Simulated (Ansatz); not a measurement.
Mo7S17 (charge +1): geometry relaxation (part 2 of 4)

Mo7S17 (defect cell, 24 atoms in the cell, total charge +1); DFT PBE+D3(BJ), scalar-relativistic, plane waves, PAW, spin-polarised (Ansatz 0.2.0); cutoff 420 eV, 3×3×2 k-mesh, Gaussian smearing of 0.01 eV, collinear spins. The structure derives from a Materials Project entry. It belongs to a series of runs on one base structure; here: S on a Mo site (d), charge +1, atoms relaxed at the host's cell.

Geometry of the input (Å; fractional positions):
```
3.1493  -5.4547  0.0000
-6.2986  -0.0000  0.0000
0.0000  0.0000  -12.0928
S  0.3333  0.1667  0.7500
Mo 0.8333  0.1666  0.7500
Mo 0.3334  0.6667  0.7500
Mo 0.8333  0.6667  0.7500
Mo 0.1667  0.3333  0.2500
Mo 0.6666  0.3333  0.2500
Mo 0.1667  0.8334  0.2500
Mo 0.6667  0.8333  0.2500
S  0.1693  0.3307  0.6243
S  0.6615  0.3307  0.6243
S  0.1693  0.8385  0.6243
S  0.6667  0.8333  0.6211
S  0.3333  0.1667  0.1206
S  0.8335  0.1670  0.1203
S  0.3330  0.6665  0.1203
S  0.8335  0.6665  0.1203
S  0.1693  0.3307  0.8757
S  0.6615  0.3307  0.8757
S  0.1693  0.8385  0.8757
S  0.6667  0.8333  0.8789
S  0.3333  0.1667  0.3794
S  0.8335  0.1670  0.3797
S  0.3330  0.6665  0.3797
S  0.8335  0.6665  0.3797
```

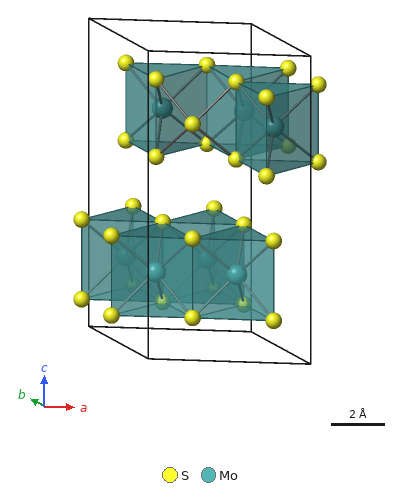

**Figure 1.** The geometry at step 2 of the log (polyhedral view of the cell of the calculation, seen slightly off an axis; polyhedra are completed across the faces of the cell).

## What the program printed, continued
```
SCF iter   1: F=—  HF=-50065.663595 eV  |F-HF|=—  |Δ(HF+E_count)|=         —  Δρ=3.48e-2 (↑3.47e-2 ↓3.48e-2)  dr2=2.64e1  dr2_m=1.78e-2  M=0.111 μB ∫|m|=0.248 μB  β_m=0.30  ethr=3.10e-3  ⟨swp⟩=5.7  Hψ=2865  notcnv=0  defer=9
Mixer restart at iter 1: flushing history
preconditioner: auto → Resta (q_TF=auto, 2.413 Å⁻¹)  ε∞=7.6  [insulator: Δε(μ)=0.163 eV  Ē_g=8.474 eV  σ=0.010 eV  W_gap=0.83  n_scr=110 (ndim 8)  ℏωp=21.8 eV  f_vac=0.000  D(μ)=23.56/eV (n_scr^D=222)  ε∞_Penn≈7.6]
spin=Collinear: Resta preconditioning applied to the charge; magnetization (m = ρ↑ − ρ↓) channel mixes plain (no charge-response kernel on spin).
SCF iter   2: F=—  HF=-50062.808806 eV  |F-HF|=—  |Δ(HF+E_count)|=    2.85e0  Δρ=1.95e-2 (↑1.94e-2 ↓1.95e-2)  dr2=8.16e0  dr2_m=9.46e-3  M=0.111 μB ∫|m|=0.207 μB  β_m=0.44  ethr=3.10e-3  ⟨swp⟩=2.0  Hψ=1204  notcnv=0  defer=122
SCF iter   3: F=—  HF=-50061.915688 eV  |F-HF|=—  |Δ(HF+E_count)|=   8.93e-1  Δρ=8.13e-3 (↑8.06e-3 ↓8.13e-3)  dr2=1.51e0  dr2_m=3.03e-3  M=0.106 μB ∫|m|=0.149 μB  β_m=0.65  ethr=3.10e-3  ⟨swp⟩=2.3  Hψ=1102  notcnv=0  defer=122
SCF iter   4: F=—  HF=-50061.815269 eV  |F-HF|=—  |Δ(HF+E_count)|=   1.00e-1  Δρ=3.62e-3 (↑3.18e-3 ↓3.62e-3)  dr2=4.25e-1  dr2_m=3.43e-4  M=0.111 μB ∫|m|=0.125 μB  β_m=0.58  ethr=7.58e-4  ⟨swp⟩=3.0  Hψ=1252  notcnv=0  defer=104
SCF iter   5: F=—  HF=-50061.821121 eV  |F-HF|=—  |Δ(HF+E_count)|=   5.85e-3  Δρ=2.66e-3 (↑2.09e-3 ↓2.66e-3)  dr2=5.90e-1  dr2_m=6.18e-4  M=0.023 μB ∫|m|=0.049 μB  β_m=0.67  ethr=2.13e-4  ⟨swp⟩=2.8  Hψ=1041  notcnv=0  defer=104
SCF iter   6: F=—  HF=-50061.809902 eV  |F-HF|=—  |Δ(HF+E_count)|=   1.12e-2  Δρ=1.28e-3 (↑1.11e-3 ↓1.28e-3)  dr2=6.43e-2  dr2_m=4.86e-4  M=0.110 μB ∫|m|=0.118 μB  β_m=0.57  ethr=2.13e-4  ⟨swp⟩=2.0  Hψ=774  notcnv=0  defer=104
SCF iter   7: F=—  HF=-50061.813058 eV  |F-HF|=—  |Δ(HF+E_count)|=         —  Δρ=1.06e-3 (↑7.87e-4 ↓1.06e-3)  dr2=6.89e-2  dr2_m=4.25e-4  M=0.111 μB ∫|m|=0.122 μB  β_m=0.57  ethr=3.23e-5  ⟨swp⟩=3.0  Hψ=914  notcnv=0  defer=102
SCF iter   8: F=—  HF=-50061.813965 eV  |F-HF|=—  |Δ(HF+E_count)|=   9.07e-4  Δρ=9.76e-4 (↑6.53e-4 ↓9.76e-4)  dr2=7.00e-2  dr2_m=3.21e-4  M=0.111 μB ∫|m|=0.126 μB  β_m=0.62  ethr=3.23e-5  ⟨swp⟩=2.0  Hψ=766  notcnv=0  defer=102
SCF iter   9: F=—  HF=-50061.812908 eV  |F-HF|=—  |Δ(HF+E_count)|=   1.06e-3  Δρ=8.75e-4 (↑5.41e-4 ↓8.75e-4)  dr2=6.03e-2  dr2_m=2.11e-4  M=0.111 μB ∫|m|=0.132 μB  β_m=0.74  ethr=3.23e-5  ⟨swp⟩=2.0  Hψ=758  notcnv=0  defer=102
SCF iter  10: F=—  HF=-50061.809518 eV  |F-HF|=—  |Δ(HF+E_count)|=   3.39e-3  Δρ=5.54e-4 (↑1.80e-4 ↓5.54e-4)  dr2=1.18e-2  dr2_m=3.13e-4  M=0.146 μB ∫|m|=0.171 μB  β_m=0.87  ethr=3.03e-5  ⟨swp⟩=1.7  Hψ=772  notcnv=0  defer=102
SCF iter  11: F=—  HF=-50061.811091 eV  |F-HF|=—  |Δ(HF+E_count)|=   1.57e-3  Δρ=7.73e-4 (↑7.73e-4 ↓3.47e-4)  dr2=1.34e-2  dr2_m=9.73e-4  M=0.250 μB ∫|m|=0.283 μB  β_m=0.17  ethr=5.92e-6  ⟨swp⟩=1.8  Hψ=773  notcnv=0  defer=102
SCF iter  12: F=—  HF=-50061.810890 eV  |F-HF|=—  |Δ(HF+E_count)|=   2.01e-4  Δρ=4.90e-4 (↑4.90e-4 ↓2.96e-4)  dr2=6.75e-3  dr2_m=4.47e-4  M=0.263 μB ∫|m|=0.311 μB  β_m=0.59  ethr=5.92e-6  ⟨swp⟩=1.7  Hψ=772  notcnv=0  defer=102
SCF iter  13: F=—  HF=-50061.811533 eV  |F-HF|=—  |Δ(HF+E_count)|=   6.43e-4  Δρ=7.68e-4 (↑7.68e-4 ↓4.30e-4)  dr2=3.61e-2  dr2_m=4.09e-4  M=0.140 μB ∫|m|=0.229 μB  β_m=0.78  ethr=3.39e-6  ⟨swp⟩=1.8  Hψ=777  notcnv=0  defer=102  recentre
SCF iter  14: F=—  HF=-50061.811165 eV  |F-HF|=—  |Δ(HF+E_count)|=   3.68e-4  Δρ=3.79e-4 (↑3.79e-4 ↓2.51e-4)  dr2=6.06e-3  dr2_m=2.29e-4  M=0.283 μB ∫|m|=0.347 μB  β_m=0.55  ethr=3.39e-6  ⟨swp⟩=1.7  Hψ=772  notcnv=0  defer=102
SCF iter  15: F=—  HF=-50061.811165 eV  |F-HF|=—  |Δ(HF+E_count)|=   2.72e-7  Δρ=3.24e-4 (↑3.24e-4 ↓2.59e-4)  dr2=5.08e-3  dr2_m=1.78e-4  M=0.303 μB ∫|m|=0.374 μB  β_m=0.32  ethr=3.05e-6  ⟨swp⟩=1.0  Hψ=750  notcnv=0  defer=102
SCF iter  16: F=-50061.810650 eV  HF=-50061.810999 eV  |F-HF|=3.50e-4  |Δ(HF+E_count)|=   1.65e-4  Δρ=9.12e-5 (↑6.63e-5 ↓9.12e-5)  dr2=3.78e-4  dr2_m=1.49e-5  M=0.310 μB ∫|m|=0.396 μB  β_m=0.48  ethr=2.56e-6  ⟨swp⟩=1.7  Hψ=768  notcnv=0  defer=102
SCF iter  17: F=-50061.810983 eV  HF=-50061.810983 eV  |F-HF|=3.24e-7  |Δ(HF+E_count)|=   1.62e-5  Δρ=7.12e-5 (↑7.12e-5 ↓7.11e-5)  dr2=2.26e-5  dr2_m=1.78e-5  M=0.298 μB ∫|m|=0.391 μB  β_m=0.58  ethr=1.90e-7  ⟨swp⟩=1.5  Hψ=800  notcnv=0  defer=102
SCF iter  18: F=-50061.810680 eV  HF=-50061.811007 eV  |F-HF|=3.27e-4  |Δ(HF+E_count)|=   2.36e-5  Δρ=8.69e-5 (↑8.69e-5 ↓8.20e-5)  dr2=3.52e-4  dr2_m=1.75e-5  M=0.308 μB ∫|m|=0.392 μB  β_m=0.58  ethr=1.13e-8  ⟨swp⟩=2.0  Hψ=1298  notcnv=0  defer=102
SCF iter  19: F=-50061.810792 eV  HF=-50061.811000 eV  |F-HF|=2.08e-4  |Δ(HF+E_count)|=   6.85e-6  Δρ=8.60e-5 (↑7.86e-5 ↓8.60e-5)  dr2=2.31e-4  dr2_m=1.93e-5  M=0.288 μB ∫|m|=0.382 μB  β_m=0.46  ethr=1.13e-8  ⟨swp⟩=2.0  Hψ=1298  notcnv=0  defer=102
SCF iter  20: F=-50061.810951 eV  HF=-50061.811002 eV  |F-HF|=5.09e-5  |Δ(HF+E_count)|=   2.44e-6  Δρ=3.90e-5 (↑3.82e-5 ↓3.90e-5)  dr2=5.59e-5  dr2_m=4.02e-6  M=0.293 μB ∫|m|=0.384 μB  β_m=0.46  ethr=1.13e-8  ⟨swp⟩=1.7  Hψ=760  notcnv=0  defer=102
SCF iter  21: F=-50061.811002 eV  HF=-50061.811003 eV  |F-HF|=2.90e-7  |Δ(HF+E_count)|=   1.37e-7  Δρ=4.10e-6 (↑3.46e-6 ↓4.10e-6)  dr2=3.60e-7  dr2_m=4.10e-8  M=0.297 μB ∫|m|=0.386 μB  β_m=0.58  ethr=1.13e-8  ⟨swp⟩=1.2  Hψ=753  notcnv=0  defer=102
SCF iter  22: F=-50061.811003 eV  HF=-50061.811003 eV  |F-HF|=2.72e-8  |Δ(HF+E_count)|=   4.49e-8  Δρ=1.29e-6 (↑1.12e-6 ↓1.29e-6)  dr2=4.68e-8  dr2_m=1.95e-9  M=0.297 μB ∫|m|=0.386 μB  ethr=1.81e-10  ⟨swp⟩=13.7  Hψ=5611  notcnv=0
at 1 of the mixer's solves, the last at iteration 15, it left a direction of its history that read negative out of its fit and stepped the other way along it
SCF 1 converged in 22 iterations: F = -50061.811003 eV  dr2 = 4.68e-8
  greatest PAW one-centre occupation: 0.998 electrons in one spin orbital (limit 2), on the Mo atom at site 3 (counted from 0), in its partial waves of l = 0
relax step   1: F+E_penalty+E_count = -50061.81100252 eV  Δ(F+E_penalty+E_count) = +0.000e0 eV  max|allowed force component| = 2.819e-1 eV/Å  Δτ_max = 0.0000 Å  (22 SCF iters, dr2 threshold 1.56e-5 eV, accepted)
Initial density: handed on by an earlier stage of this run
Starting moments: Σ|m| = 1.001 μB on 7 of 24 sites; this step starts from the density that it was given
Initial wavefunctions: those handed on with the density
iter 1 solved again at ethr=2.25e-5 eV; its pass at ethr=3.10e-3 eV (dr2=4.48e-2 eV) is discarded
SCF iter   1: F=—  HF=-50061.822704 eV  |F-HF|=—  |Δ(HF+E_count)|=         —  Δρ=1.06e-3 (↑1.06e-3 ↓9.71e-4)  dr2=4.43e-2  dr2_m=1.31e-3  M=0.111 μB ∫|m|=0.242 μB  β_m=0.65  ethr=2.25e-5  ⟨swp⟩=2.0  Hψ=1834  notcnv=0  defer=107
preconditioner: auto → Resta (q_TF=auto, 2.413 Å⁻¹)  ε∞=8.5  [insulator: Δε(μ)=0.099 eV  Ē_g=7.971 eV  σ=0.010 eV  W_gap=0.50  n_scr=110 (ndim 8)  ℏωp=21.8 eV  f_vac=0.010  D(μ)=12.56/eV (n_scr^D=86)  ε∞_Penn≈8.5]
spin=Collinear: Resta preconditioning applied to the charge; magnetization (m = ρ↑ − ρ↓) channel mixes plain (no charge-response kernel on spin).
SCF iter   2: F=—  HF=-50061.826174 eV  |F-HF|=—  |Δ(HF+E_count)|=   3.47e-3  Δρ=1.19e-3 (↑1.19e-3 ↓9.48e-4)  dr2=8.29e-2  dr2_m=5.87e-4  M=0.315 μB ∫|m|=0.372 μB  β_m=0.32  ethr=2.23e-5  ⟨swp⟩=2.0  Hψ=985  notcnv=0  defer=107
SCF iter   3: F=—  HF=-50061.820381 eV  |F-HF|=—  |Δ(HF+E_count)|=   5.79e-3  Δρ=3.49e-4 (↑3.49e-4 ↓3.46e-4)  dr2=2.06e-3  dr2_m=7.17e-6  M=0.240 μB ∫|m|=0.318 μB  β_m=0.51  ethr=2.23e-5  ⟨swp⟩=1.8  Hψ=906  notcnv=0  defer=107
SCF iter   4: F=—  HF=-50061.820560 eV  |F-HF|=—  |Δ(HF+E_count)|=   1.79e-4  Δρ=6.11e-4 (↑6.11e-4 ↓4.15e-4)  dr2=1.67e-2  dr2_m=4.81e-4  M=0.136 μB ∫|m|=0.236 μB  β_m=0.51  ethr=1.03e-6  ⟨swp⟩=2.0  Hψ=1066  notcnv=0  defer=107
SCF iter   5: F=—  HF=-50061.820326 eV  |F-HF|=—  |Δ(HF+E_count)|=   2.34e-4  Δρ=3.23e-4 (↑3.23e-4 ↓1.94e-4)  dr2=5.03e-3  dr2_m=1.10e-4  M=0.272 μB ∫|m|=0.337 μB  β_m=0.44  ethr=1.03e-6  ⟨swp⟩=2.0  Hψ=884  notcnv=0  defer=107
SCF iter   6: F=—  HF=-50061.820235 eV  |F-HF|=—  |Δ(HF+E_count)|=   9.03e-5  Δρ=9.16e-5 (↑9.16e-5 ↓6.25e-5)  dr2=3.96e-4  dr2_m=8.60e-6  M=0.238 μB ∫|m|=0.308 μB  β_m=0.51  ethr=1.03e-6  ⟨swp⟩=1.0  Hψ=750  notcnv=0  defer=107
SCF iter   7: F=—  HF=-50061.820229 eV  |F-HF|=—  |Δ(HF+E_count)|=   6.44e-6  Δρ=2.97e-5 (↑2.97e-5 ↓1.97e-5)  dr2=3.15e-5  dr2_m=1.01e-6  M=0.221 μB ∫|m|=0.292 μB  β_m=0.49  ethr=1.99e-7  ⟨swp⟩=1.0  Hψ=750  notcnv=0  defer=107
SCF iter   8: F=—  HF=-50061.820229 eV  |F-HF|=—  |Δ(HF+E_count)|=   2.16e-7  Δρ=1.46e-5 (↑1.46e-5 ↓9.94e-6)  dr2=7.36e-6  dr2_m=2.54e-7  M=0.222 μB ∫|m|=0.293 μB  β_m=0.45  ethr=1.58e-8  ⟨swp⟩=1.0  Hψ=750  notcnv=0  defer=107
SCF iter   9: F=-50061.820229 eV  HF=-50061.820229 eV  |F-HF|=1.35e-8  |Δ(HF+E_count)|=   2.54e-8  Δρ=2.94e-6 (↑2.94e-6 ↓2.86e-6)  dr2=1.42e-7  dr2_m=7.09e-9  M=0.224 μB ∫|m|=0.294 μB  ethr=2.49e-9  ⟨swp⟩=13.8  Hψ=5343  notcnv=0
SCF 2 converged in 9 iterations: F = -50061.820229 eV  dr2 = 1.42e-7
relax step   2: F+E_penalty+E_count = -50061.82022873 eV  Δ(F+E_penalty+E_count) = -9.226e-3 eV  max|allowed force component| = 9.701e-2 eV/Å  Δτ_max = 0.0179 Å  (9 SCF iters, dr2 threshold 4.96e-6 eV, accepted)
SCF iter   1: F=—  HF=-50061.822730 eV  |F-HF|=—  |Δ(HF+E_count)|=         —  Δρ=2.71e-4 (↑2.71e-4 ↓2.38e-4)  dr2=1.26e-3  dr2_m=1.06e-5  M=0.209 μB ∫|m|=0.282 μB  β_m=0.65  ethr=4.11e-5  ⟨swp⟩=2.7  Hψ=1280  notcnv=0  defer=106
preconditioner: auto → Resta (q_TF=auto, 2.413 Å⁻¹)  ε∞=8.5  [insulator: Δε(μ)=0.082 eV  Ē_g=7.964 eV  σ=0.010 eV  W_gap=0.73  n_scr=110 (ndim 8)  ℏωp=21.8 eV  f_vac=0.010  D(μ)=20.39/eV (n_scr^D=172)  ε∞_Penn≈8.5]
spin=Collinear: Resta preconditioning applied to the charge; magnetization (m = ρ↑ − ρ↓) channel mixes plain (no charge-response kernel on spin).
SCF iter   2: F=—  HF=-50061.823050 eV  |F-HF|=—  |Δ(HF+E_count)|=   3.20e-4  Δρ=5.69e-4 (↑5.69e-4 ↓3.43e-4)  dr2=1.56e-2  dr2_m=2.94e-4  M=0.301 μB ∫|m|=0.360 μB  β_m=0.30  ethr=6.33e-7  ⟨swp⟩=2.0  Hψ=1263  notcnv=0  defer=107
SCF iter   3: F=—  HF=-50061.822738 eV  |F-HF|=—  |Δ(HF+E_count)|=   3.12e-4  Δρ=2.24e-4 (↑2.24e-4 ↓1.74e-4)  dr2=1.59e-3  dr2_m=3.17e-5  M=0.198 μB ∫|m|=0.273 μB  β_m=0.28  ethr=6.33e-7  ⟨swp⟩=2.0  Hψ=953  notcnv=0  defer=107
SCF iter   4: F=—  HF=-50061.822711 eV  |F-HF|=—  |Δ(HF+E_count)|=   2.71e-5  Δρ=6.62e-5 (↑6.62e-5 ↓6.37e-5)  dr2=4.96e-5  dr2_m=6.05e-7  M=0.220 μB ∫|m|=0.291 μB  β_m=0.38  ethr=6.33e-7  ⟨swp⟩=1.0  Hψ=750  notcnv=0  defer=107
SCF iter   5: F=—  HF=-50061.822720 eV  |F-HF|=—  |Δ(HF+E_count)|=   9.40e-6  Δρ=3.78e-5 (↑3.78e-5 ↓2.54e-5)  dr2=5.87e-5  dr2_m=1.60e-6  M=0.217 μB ∫|m|=0.288 μB  β_m=0.38  ethr=2.49e-8  ⟨swp⟩=2.0  Hψ=1127  notcnv=0  defer=107
SCF iter   6: F=—  HF=-50061.822720 eV  |F-HF|=—  |Δ(HF+E_count)|=   5.48e-7  Δρ=9.53e-6 (↑9.53e-6 ↓8.52e-6)  dr2=3.75e-6  dr2_m=6.64e-8  M=0.223 μB ∫|m|=0.293 μB  β_m=0.36  ethr=2.49e-8  ⟨swp⟩=1.0  Hψ=750  notcnv=0  defer=107
SCF iter   7: F=—  HF=-50061.822720 eV  |F-HF|=—  |Δ(HF+E_count)|=   1.11e-7  Δρ=7.70e-6 (↑7.70e-6 ↓6.07e-6)  dr2=2.61e-6  dr2_m=6.83e-8  M=0.223 μB ∫|m|=0.293 μB  β_m=0.46  ethr=1.88e-9  ⟨swp⟩=1.0  Hψ=750  notcnv=0  defer=107
SCF iter   8: F=—  HF=-50061.822720 eV  |F-HF|=—  |Δ(HF+E_count)|=   1.78e-9  Δρ=2.01e-6 (↑2.01e-6 ↓1.60e-6)  dr2=1.03e-7  dr2_m=7.87e-10  M=0.222 μB ∫|m|=0.292 μB  β_m=0.50  ethr=1.31e-9  ⟨swp⟩=1.0  Hψ=750  notcnv=0  defer=107
iter 9 did not close the SCF: its close was put off for a magnetic moment that had not settled (scf_convergence_deferred on its scf_iter line)
SCF iter   9: F=-50061.822720 eV  HF=-50061.822720 eV  |F-HF|=2.65e-8  |Δ(HF+E_count)|=   3.93e-8  Δρ=9.17e-7 (↑8.36e-7 ↓9.17e-7)  dr2=3.61e-8  dr2_m=6.25e-10  M=0.222 μB ∫|m|=0.292 μB  β_m=0.70  ethr=5.03e-11  ⟨swp⟩=10.7  Hψ=4897  notcnv=0
SCF iter  10: F=-50061.822720 eV  HF=-50061.822720 eV  |F-HF|=1.80e-9  |Δ(HF+E_count)|=  3.93e-10  Δρ=3.04e-7 (↑2.83e-7 ↓3.04e-7)  dr2=3.00e-9  dr2_m=3.19e-11  M=0.222 μB ∫|m|=0.292 μB  ethr=1.82e-11  ⟨swp⟩=6.0  Hψ=4109  notcnv=0
SCF 3 converged in 10 iterations: F = -50061.822720 eV  dr2 = 3.00e-9
  greatest PAW one-centre occupation: 0.998 electrons in one spin orbital (limit 2), on the Mo atom at site 2 (counted from 0), in its partial waves of l = 0
relax step   3: F+E_penalty+E_count = -50061.82271961 eV  Δ(F+E_penalty+E_count) = -2.491e-3 eV  max|allowed force component| = 1.001e-2 eV/Å  Δτ_max = 0.0081 Å  (10 SCF iters, accepted)
SCF converged after 10 iterations
Magnetization: 0.2221 μB (99.6111 up, 99.3889 down)
Absolute magnetization: 0.2921 μB (∫|ρ↑−ρ↓|, with the PAW one-centre terms)
Spin contamination: 0.0011 ħ² per cell (⟨S²⟩ above its minimum at these occupations)
Per-site moments (μB) at R_I (Å): [(0.008237879599696385, 0.97326570054868), (0.04224125524116233, 0.9783962255187699), (0.042241255241162234, 0.97839622551877), (0.042241255241162234, 0.97839622551877), (0.007382215150886984, 0.9879796608035964), (0.007382215150887019, 0.9879796608035964), (0.007382215150887134, 0.9879796608035967), (0.00681340106524119, 0.9897235160222323), (-0.0021799214784158694, 0.9732657005486802), (-0.0021799214784158608, 0.97326570054868), (-0.002179921478415732, 0.97326570054868), (-0.001690363787073469, 0.9903168308272378), (0.00013114762448904047, 0.9879796608035964), (0.00013088317276535152, 0.9896333403356896), (0.00013088317276524494, 0.9896333403356891), (0.00013088317276526885, 0.9896333403356896), (-0.0021799214784158955, 0.9732657005486806), (-0.002179921478415864, 0.9732657005486802), (-0.002179921478415773, 0.9732657005486802), (-0.0016903637870734178, 0.9903168308272378), (0.00013114762448895984, 0.9879796608035964), (0.00013088317276533273, 0.9896333403356896), (0.0001308831727652499, 0.9896333403356891), (0.00013088317276533216, 0.9896333403356896)]
Free energy (F): -50061.822720 eV
Harris-Foulkes:  -50061.822720 eV  (|F-HF|=1.80e-9)
Internal energy: -50061.821690 eV  (E = F + TS)
E sigma→0 (E₀):  -50061.822205 eV
Entropy (-TS):   -0.001030 eV (-0.043 meV/atom)
Fermi energy:    10.417959 eV
--- Per-component energies (eV) ---
  E_band       = -1023.650174
  E_kinetic    = 4905.544467
  E_local      = -13907.515398  (includes V_loc(G=0)·N_el)
  E_nonlocal   = 1480.983478
  E_hartree    = 5336.702060
  E_xc         = -2933.419345
  E_vxc        = -3088.213582  (∫ρ·V_xc dr)
  E_paw        = -32610.738498  (= ΣΔE_a)
  E_vpaw       = -1087.850877  (= ΣTr[D̂ρ^β])
  E_aug_tail   = 0.000292  (compensation charges beyond the density's cutoff)
  E_ewald      = -12323.139669
  E_disp       = -10.239077  (pairwise vdW)
  E_smearing   = -0.001030  (= −TS)
  E_closure    = -0.000000  (closes the sum)
  E_deformation_potential = 17.055771  (in the stress; not in F)
  Σ components = -50061.822720   (vs F -50061.822720, Δ=0.00e0)
```
